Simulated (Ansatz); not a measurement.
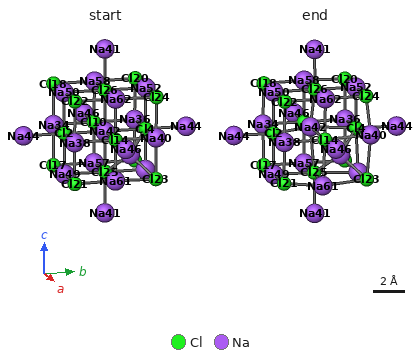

The structure of a defect cell of composition Cl$_{32}$Na$_{33}$ (cell charge +1) before (left) and after (right) a relaxation, at one scale.

A ball-and-stick model of the atoms within 5.8 Å of the atom that moves most (axes of the cell of the calculation (origin shifted)), seen slightly off an axis.

The atoms of the start lie slightly off their symmetric places, so part of the fall in energy undoes that.

Computed with DFT, PBEsol, PAW, plane waves in Ansatz. Settings: plane-wave cutoff 420 eV; k-point mesh 1 × 1 × 1; mesh shifted by (0.25, 0.25, 0.25); no spin polarisation; atoms relaxed in a fixed cell; force threshold 0.03 eV/Å; at most 80 steps.

Q: Summarise the run.

A: After 4 geometry steps the energy has fallen by 1.300 eV per cell of the calculation. Largest force component: 0.97 eV/Å at the start, 0.0051 eV/Å at the end. The atom that moves furthest is a Na atom (0.45 Å along [−1 −1 1]). Largest moves by element: Na 0.45 Å, Cl 0.09 Å. The cell doesn't change. Some distances before and after: Na–Na 2.379 → 2.852 Å, Na–Na 2.424 → 2.853 Å, Na–Na 2.446 → 2.854 Å, Cl–Na 2.763 → 3.097 Å. Among the angles between lasting bonds that change: Cl–Na–Cl 179.2° → 166.8°, Cl–Na–Cl 88.6° → 100.3°, Cl–Na–Cl 177.8° → 166.8°.

Limits of the set-up: the cell is charged, on a uniform background, and energies carry no finite-size correction.
